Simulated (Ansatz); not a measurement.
## Two runs on GaAs

System: GaAs (slab, 4 atoms in the cell).
Method of run A: DFT, PBE, plane waves, PAW, PAW set soft_1, no spin polarisation (Ansatz 0.2.0).

The structure derives from an entry of the Crystallography Open Database. Text and figures count atoms from 1; the logs count them from 0 in places.

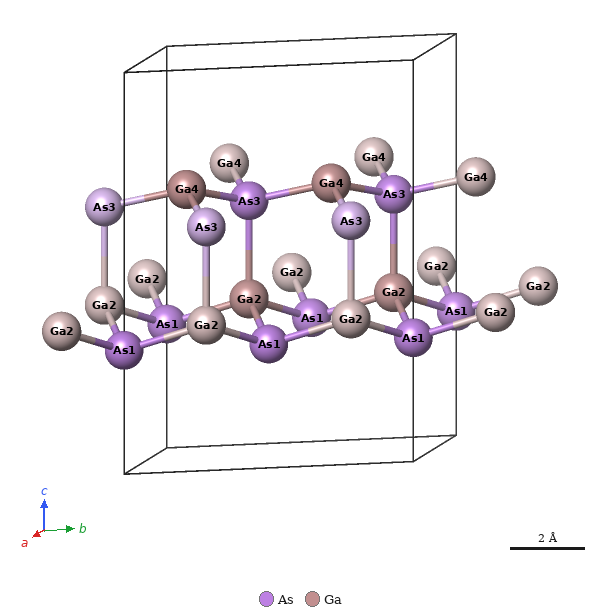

Figure 1. The input geometry (ball-and-stick view of the 1 × 2 repeat of the cell, with the vacuum cut short, seen slightly off an axis; neighbours outside the cell are drawn fainter; atoms are numbered from 1 in the order of the input). An atom can appear more than once, as a periodic image. Near neighbours in the periodic cell (some may lie outside the picture): As has 3 Ga at 2.49 Å; Ga has 4 As at 2.49 to 2.73 Å; As has 4 Ga at 2.42 to 2.73 Å; Ga has 3 As at 2.42 Å.

## The input, run A
```yaml
crystal:
  lattice:
    - [4.062960926, 0.0, 0.0]
    - [-2.031480463, 3.5186273765, 0.0]
    - [0.0, 0.0, 19.6715433583]
  atoms:
    - { symbol: As, position: [0.0, 0.0, 0.203339409] }
    - { symbol: Ga, position: [0.3333333333, 0.6666666667, 0.2454992137] }
    - { symbol: As, position: [0.3333333333, 0.6666666667, 0.3841855388] }
    - { symbol: Ga, position: [0.6666666667, 0.3333333333, 0.4153991992] }
kpoints:
  mp_grid: { grid: [14, 14, 1] }
hamiltonian:
  xc: pbe
  pseudopotentials: { kind: paw, azcp: { folder: soft_1 } }
scf:
  occupations: { method: gaussian, width: 0.05 }
output:
  forces: true
  eigenvalues: true
efield:
  axis: 3
  dipole_correction: true
  ramp_width: 0.04
```

Command:
```bash
ansatz run input.yaml --threads 2 --pin off --max-ram 6144MiB --backend cpu --events-out ev --progress --plain --runs-dir out
```

Hardware: 2 threads of Arm Neoverse V1, 24 GiB of memory available, shared host.

## Output, shortened to warnings, some set-up lines, iterations and results (run A)
```
Basis set: ecut = 420 eV, 5501 PW (Γ), exchange–correlation on 60×60×270 points (8 copies of the dense FFT grid, shifted against one another)
Symmetry: 6 space group operations
k-points: 24 of 196 (time reversal used)
Initial density: superposition of atomic densities (neutral atoms: chi_scale 0, normalization atom)
[...]
SCF iter   1: F=—  HF=-17279.040938 eV  |F-HF|=—  |Δ(HF+E_count)|=         —  Δρ=2.21e-2  dr2=4.17e0  ethr=3.10e-3  p=0.000 e·Å  D=8.39e-6 V/Å  ΔV_dip=-0.00 eV  …
SCF iter   2: F=—  HF=-17281.972647 eV  |F-HF|=—  |Δ(HF+E_count)|=    2.93e0  Δρ=3.61e-2  dr2=7.92e1  ethr=3.10e-3  p=0.529 e·Å  D=3.40e-1 V/Å  ΔV_dip=-6.69 eV  …
SCF iter   3: F=—  HF=-17278.816113 eV  |F-HF|=—  |Δ(HF+E_count)|=    3.16e0  Δρ=1.81e-2  dr2=2.98e0  ethr=3.10e-3  p=0.025 e·Å  D=1.59e-2 V/Å  ΔV_dip=-0.31 eV  …
SCF iter   4: F=—  HF=-17278.483698 eV  |F-HF|=—  |Δ(HF+E_count)|=   3.32e-1  Δρ=1.21e-2  dr2=1.03e0  ethr=3.10e-3  p=0.107 e·Å  D=6.85e-2 V/Å  ΔV_dip=-1.35 eV  …
SCF iter   5: F=—  HF=-17278.415359 eV  |F-HF|=—  |Δ(HF+E_count)|=   6.83e-2  Δρ=5.82e-3  dr2=1.62e0  ethr=1.84e-3  p=0.220 e·Å  D=1.42e-1 V/Å  ΔV_dip=-2.78 eV  …
SCF iter   6: F=—  HF=-17278.369815 eV  |F-HF|=—  |Δ(HF+E_count)|=   4.55e-2  Δρ=3.63e-3  dr2=6.94e-1  ethr=1.84e-3  p=0.206 e·Å  D=1.32e-1 V/Å  ΔV_dip=-2.60 eV  …
SCF iter   7: F=—  HF=-17278.337241 eV  |F-HF|=—  |Δ(HF+E_count)|=   3.26e-2  Δρ=1.44e-3  dr2=1.13e-1  ethr=1.24e-3  p=0.186 e·Å  D=1.20e-1 V/Å  ΔV_dip=-2.35 eV  …
SCF iter   8: F=—  HF=-17278.332454 eV  |F-HF|=—  |Δ(HF+E_count)|=   4.79e-3  Δρ=8.78e-4  dr2=4.25e-2  ethr=2.01e-4  p=0.179 e·Å  D=1.15e-1 V/Å  ΔV_dip=-2.26 eV  …
SCF iter   9: F=—  HF=-17278.329108 eV  |F-HF|=—  |Δ(HF+E_count)|=   3.35e-3  Δρ=2.68e-4  dr2=2.42e-3  ethr=7.59e-5  p=0.168 e·Å  D=1.08e-1 V/Å  ΔV_dip=-2.13 eV  …
SCF iter  10: F=—  HF=-17278.328930 eV  |F-HF|=—  |Δ(HF+E_count)|=   1.78e-4  Δρ=1.31e-4  dr2=7.07e-4  ethr=4.31e-6  p=0.167 e·Å  D=1.07e-1 V/Å  ΔV_dip=-2.11 eV  …
SCF iter  11: F=—  HF=-17278.328852 eV  |F-HF|=—  |Δ(HF+E_count)|=   7.83e-5  Δρ=3.53e-5  dr2=1.92e-5  ethr=1.26e-6  p=0.165 e·Å  D=1.06e-1 V/Å  ΔV_dip=-2.09 eV  …
SCF iter  12: F=—  HF=-17278.328858 eV  |F-HF|=—  |Δ(HF+E_count)|=   6.53e-6  Δρ=1.04e-5  dr2=1.85e-6  ethr=3.43e-8  p=0.165 e·Å  D=1.06e-1 V/Å  ΔV_dip=-2.09 eV  …
SCF iter  13: F=-17278.328858 eV  HF=-17278.328858 eV  |F-HF|=4.25e-9  |Δ(HF+E_count)|=   1.07e-7  Δρ=2.64e-6  dr2=2.63e-8  ethr=1.79e-10  p=0.165 e·Å  D=1.06e-1 V/Å  …
SCF 1 converged in 13 iterations: F = -17278.328858 eV  dr2 = 2.63e-8
SCF converged after 13 iterations
Free energy (F): -17278.328858 eV
Harris-Foulkes:  -17278.328858 eV  (|F-HF|=4.25e-9)
Internal energy: -17278.328542 eV  (E = F + TS)
E sigma→0 (E₀):  -17278.328700 eV
Entropy (-TS):   -0.000316 eV (-0.079 meV/atom)
Fermi energy:    -0.263970 eV
Dipole field:    D = 0.106376 V/Å  (p = 0.165325 e·Å, saw-weighted, corrected)
Work function:   Φ+ = 3.2509 eV   Φ− = 5.3435 eV
Levels:          The Fermi level and band energies are counted from a zero that moves with the ramp; work functions are not
--- Per-component energies (eV) ---
  E_band       = -1110.607226
  E_kinetic    = 414.113232
  E_local      = -37722.351768  (includes V_loc(G=0)·N_el)
  E_nonlocal   = -975.926738
  E_hartree    = 19229.500659
  E_xc         = -265.275336
  E_vxc        = -256.162356  (∫ρ·V_xc dr)
  E_paw        = -8004.596102  (= ΣΔE_a)
  E_vpaw       = -1029.120438  (= ΣTr[D̂ρ^β])
  E_aug_tail   = -0.000422  (compensation charges beyond the density's cutoff)
  E_efield     = 0.008793  (sawtooth field / dipole correction)
  E_vefield    = -0.149554  (∫n·V_field dr)
  E_ewald      = 10046.199141
  E_smearing   = -0.000316  (= −TS)
  E_closure    = 0.000000  (closes the sum)
  Σ components = -17278.328858   (vs F -17278.328858, Δ=0.00e0)
--- Forces (eV/Å), atoms counted from 1 ---
  atom   1  As     0.00000000     0.00000000     0.55542047
  atom   2  Ga    -0.00000000    -0.00000000    -0.54086369
  atom   3  As    -0.00000000    -0.00000000    -0.07360683
  atom   4  Ga     0.00000000    -0.00000000     0.05903904
  max |Σ_I F_I| component: 1.10e-5 eV/Å
```

For run B the input was changed thus:
```diff
+basis:
+  ecutwfc: 420
-  mp_grid: { grid: [14, 14, 1] }
+  mp_grid: { grid: [9, 9, 1] }
```

Predict how the results change.

The free energy of run B is 0.31 meV per atom lower, the joint effect of these numerical settings, which can't be told apart here. The largest force goes from 0.555 to 0.509 eV/Å. The SCF takes 14 iterations against 13. The irreducible k-points go from 24 to 12. On the same kind of shared host run B took about 0.58 times as long.

## Output, shortened to warnings, some set-up lines, iterations and results (run B)
```
Basis set: ecut = 420 eV, 5501 PW (Γ), exchange–correlation on 60×60×270 points (8 copies of the dense FFT grid, shifted against one another)
Symmetry: 6 space group operations
k-points: 12 of 81 (time reversal used)
Initial density: superposition of atomic densities (neutral atoms: chi_scale 0, normalization atom)
[...]
SCF iter   1: F=—  HF=-17279.038973 eV  |F-HF|=—  |Δ(HF+E_count)|=         —  Δρ=2.21e-2  dr2=4.17e0  ethr=3.10e-3  p=0.000 e·Å  D=8.39e-6 V/Å  ΔV_dip=-0.00 eV  …
SCF iter   2: F=—  HF=-17281.961902 eV  |F-HF|=—  |Δ(HF+E_count)|=    2.92e0  Δρ=3.48e-2  dr2=7.14e1  ethr=3.10e-3  p=0.529 e·Å  D=3.40e-1 V/Å  ΔV_dip=-6.69 eV  …
SCF iter   3: F=—  HF=-17278.800973 eV  |F-HF|=—  |Δ(HF+E_count)|=    3.16e0  Δρ=1.79e-2  dr2=2.90e0  ethr=3.10e-3  p=0.025 e·Å  D=1.62e-2 V/Å  ΔV_dip=-0.32 eV  …
SCF iter   4: F=—  HF=-17278.477225 eV  |F-HF|=—  |Δ(HF+E_count)|=   3.24e-1  Δρ=1.18e-2  dr2=9.86e-1  ethr=3.10e-3  p=0.107 e·Å  D=6.86e-2 V/Å  ΔV_dip=-1.35 eV  …
SCF iter   5: F=—  HF=-17278.426241 eV  |F-HF|=—  |Δ(HF+E_count)|=   5.10e-2  Δρ=6.32e-3  dr2=1.97e0  ethr=1.76e-3  p=0.223 e·Å  D=1.43e-1 V/Å  ΔV_dip=-2.82 eV  …
[... 5 lines ...]
SCF iter  11: F=—  HF=-17278.330120 eV  |F-HF|=—  |Δ(HF+E_count)|=   2.23e-5  Δρ=4.66e-5  dr2=7.76e-5  ethr=5.12e-7  p=0.165 e·Å  D=1.06e-1 V/Å  ΔV_dip=-2.08 eV  …
SCF iter  12: F=—  HF=-17278.330118 eV  |F-HF|=—  |Δ(HF+E_count)|=   1.90e-6  Δρ=1.82e-5  dr2=7.97e-6  ethr=1.39e-7  p=0.165 e·Å  D=1.06e-1 V/Å  ΔV_dip=-2.08 eV  …
SCF iter  13: F=—  HF=-17278.330117 eV  |F-HF|=—  |Δ(HF+E_count)|=   6.95e-7  Δρ=9.51e-6  dr2=3.43e-6  ethr=1.42e-8  p=0.164 e·Å  D=1.06e-1 V/Å  ΔV_dip=-2.08 eV  …
SCF iter  14: F=-17278.330117 eV  HF=-17278.330117 eV  |F-HF|=8.65e-9  |Δ(HF+E_count)|=   3.65e-7  Δρ=1.23e-6  dr2=1.56e-8  ethr=1.79e-10  p=0.164 e·Å  D=1.06e-1 V/Å  …
SCF 1 converged in 14 iterations: F = -17278.330117 eV  dr2 = 1.56e-8
SCF converged after 14 iterations
Free energy (F): -17278.330117 eV
Harris-Foulkes:  -17278.330117 eV  (|F-HF|=8.65e-9)
Internal energy: -17278.329420 eV  (E = F + TS)
E sigma→0 (E₀):  -17278.329769 eV
Entropy (-TS):   -0.000697 eV (-0.174 meV/atom)
Fermi energy:    -0.289873 eV
Dipole field:    D = 0.105693 V/Å  (p = 0.164262 e·Å, saw-weighted, corrected)
Work function:   Φ+ = 3.2826 eV   Φ− = 5.3617 eV
Levels:          The Fermi level and band energies are counted from a zero that moves with the ramp; work functions are not
--- Per-component energies (eV) ---
  E_band       = -1110.411853
  E_kinetic    = 414.137668
  E_local      = -37722.479246  (includes V_loc(G=0)·N_el)
  E_nonlocal   = -975.994171
  E_hartree    = 19229.587580
  E_xc         = -265.308642
  E_vxc        = -256.200357  (∫ρ·V_xc dr)
  E_paw        = -8004.480010  (= ΣΔE_a)
  E_vpaw       = -1028.909447  (= ΣTr[D̂ρ^β])
  E_aug_tail   = -0.000422  (compensation charges beyond the density's cutoff)
  E_efield     = 0.008681  (sawtooth field / dipole correction)
  E_vefield    = -0.148705  (∫n·V_field dr)
  E_ewald      = 10046.199141
  E_smearing   = -0.000697  (= −TS)
  E_closure    = -0.000000  (closes the sum)
  Σ components = -17278.330117   (vs F -17278.330117, Δ=0.00e0)
--- Forces (eV/Å), atoms counted from 1 ---
  atom   1  As     0.00000000     0.00000000     0.50890741
  atom   2  Ga    -0.00000000    -0.00000000    -0.49908111
  atom   3  As    -0.00000000    -0.00000000    -0.02230044
  atom   4  Ga     0.00000000    -0.00000000     0.01249519
  max |Σ_I F_I| component: 2.11e-5 eV/Å
```

## The two runs side by side

```csv
quantity,run A,run B
outcome,converged,converged
free energy per atom (eV),−4319.5822,−4319.5825
gap on the mesh (eV),0.00,0.00
largest force (eV/Å),0.555,0.509
SCF iterations,13,14
irreducible k-points,24,12
plane waves at Γ,5501,5501
work function (eV),–,3.28
wall time (shared host),14 s,8.1 s
```
